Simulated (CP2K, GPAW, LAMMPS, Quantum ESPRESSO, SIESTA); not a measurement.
## Amorphous film on crystalline SiC, (110) (192 atoms): runs against a plane-wave reference

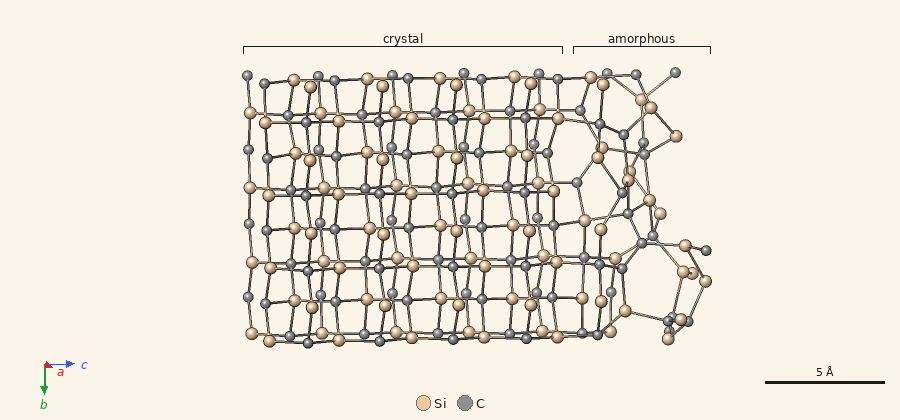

The cell (silicon light orange, carbon grey).

The cell holds 192 atoms: 96 Si and 96 C. Cell: a = 8.720 Å, b = 12.332 Å, c = 30.745 Å, α = 90.0°, β = 90.0°, γ = 90.0°. It derives from SiC (zincblende SiC). A 2 x 2 x 3 block of zincblende SiC (a = 4.36 Å) with its (110) planes normal to z; the lower 67 % held fixed, the rest melted at 5000 K for 10 ps and cooled to 300 K at 200 K/ps with the Erhart-Albe potential (Erhart and Albe, Phys. Rev. B 71, 035211 (2005)); then all atoms free for 10 ps at 300 K, under 12 Å of vacuum. Regions: crystal, 144 atoms (72 Si and 72 C); amorphous, 48 atoms (24 C and 24 Si). Vacuum lies along c.

Geometry: as built.

The reference, a calculation:

```
method                 : Kohn-Sham DFT, PBE, SSSP efficiency 1.3.0 pseudopotentials, plane waves (Quantum ESPRESSO 7.5); sssp-pbe-1.3.0-efficiency, cutoffs 45/360 Ry, Γ point
r.m.s. force component : 0.8206 eV/Å
longest force          : 5.04 eV/Å
time                   : 20 min on 8 MPI ranks of Arm Neoverse N1, shared host
CPU time               : 2.7 h
```

Runs, in no order:
A. GPAW PBE, LCAO dzp, h 0.2 Å: Kohn-Sham DFT, PBE, PAW, atomic orbitals (dzp)
B. CP2K PBE, DZVP-MOLOPT-SR, 450/50 Ry, diagonalisation: Kohn-Sham DFT, PBE, GTH-PBE pseudopotentials, Gaussian and plane waves, DZVP-MOLOPT-SR-GTH, diagonalisation
C. SIESTA PBE, SZP, shift 0.01 Ry, mesh 300 Ry: Kohn-Sham DFT, PBE, PseudoDojo 0.4.1 norm-conserving pseudopotentials (converted to PSML), numerical atomic orbitals (SZP), diagonalisation

**Question.** Rank the runs by how far their forces lie from the reference's, least first.

B, A, C.

```csv
run,"Δ force, r.m.s. (meV/Å)",share of r.m.s. force (%),CPU time
"B. CP2K PBE, DZVP-MOLOPT-SR, 450/50 Ry, diagonalisation",37.8,4.61,53 min
"A. GPAW PBE, LCAO dzp, h 0.2 Å",82.4,10.0,1.6 h
"C. SIESTA PBE, SZP, shift 0.01 Ry, mesh 300 Ry",284,34.6,33 min
```

The network of bonds at the start is that of the classical potential that made the cell, and needn't be the one that DFT or experiment would give. The runs have no spin polarisation, so any moments at edges, vacancies or dangling bonds can't form. The electronic-structure runs sample only Γ, in a cell whose shortest periodic width is 9 Å, which is coarse for a cell with partly filled levels.

[Logs are printed without paths, hosts, clocks, repeated set-up lines and the standing remarks that a program may print on its own settings, such as how far it seeks lower states.]

[Hosts, paths, dates, database ids (printed as entryN), source tags and the programs' standing remarks are cut or masked in the printed files.]
